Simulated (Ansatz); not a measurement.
Given this structure:

```
Al
1.0
     3.91469    0.00000    0.00000
     0.00000    3.91469    0.00000
     0.00000    0.00000    3.91469
Al
3
Direct
  0.50000 0.50000 0.00000
  0.50000 0.00000 0.50000
  0.00000 0.50000 0.50000
```

Before looking at a picture, describe the arrangement of atoms.

Answer. The element is aluminium. Its lattice is primitive cubic, its space group Pm-3m (No. 221). The cell holds three atoms. Each Al atom is coordinated by eight Al at 2.77 Å. The bonds build a three-dimensional framework.

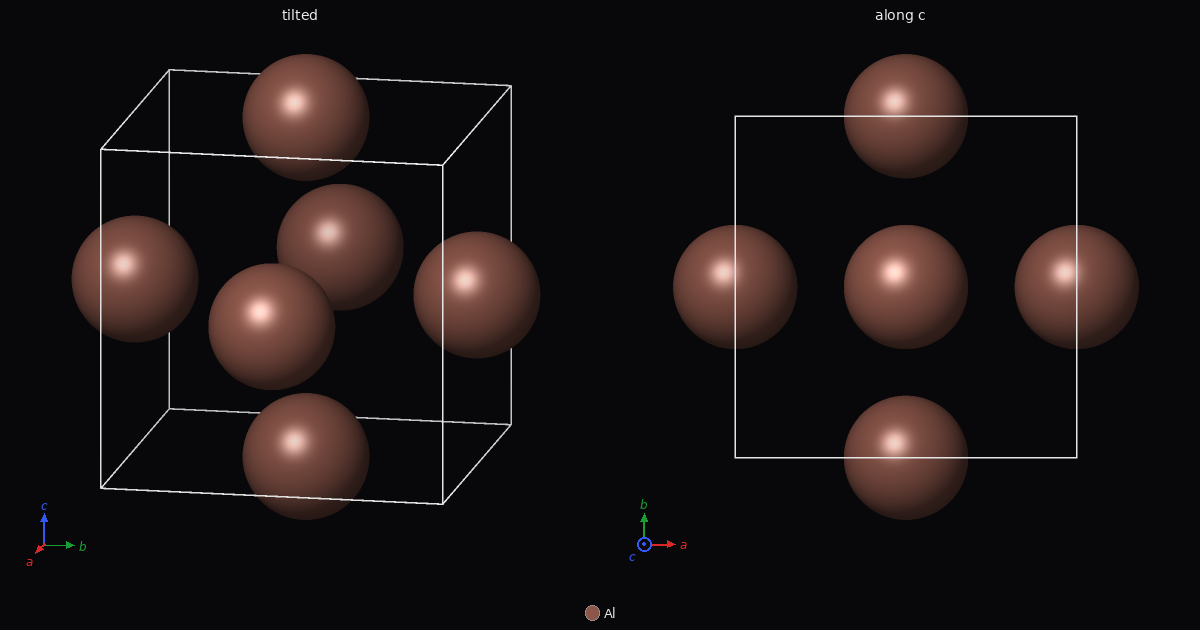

An orthographic spheres-only view of the structure, slightly off an axis and along the c axis. Atoms at the boundary of the conventional unit cell (the box) are drawn once for each face, edge or corner they touch. Colours: aluminium brown.

It goes back to a structure listed in the Materials Project. Relaxation method: DFT PBE, scalar-relativistic, plane waves, PAW (Ansatz).
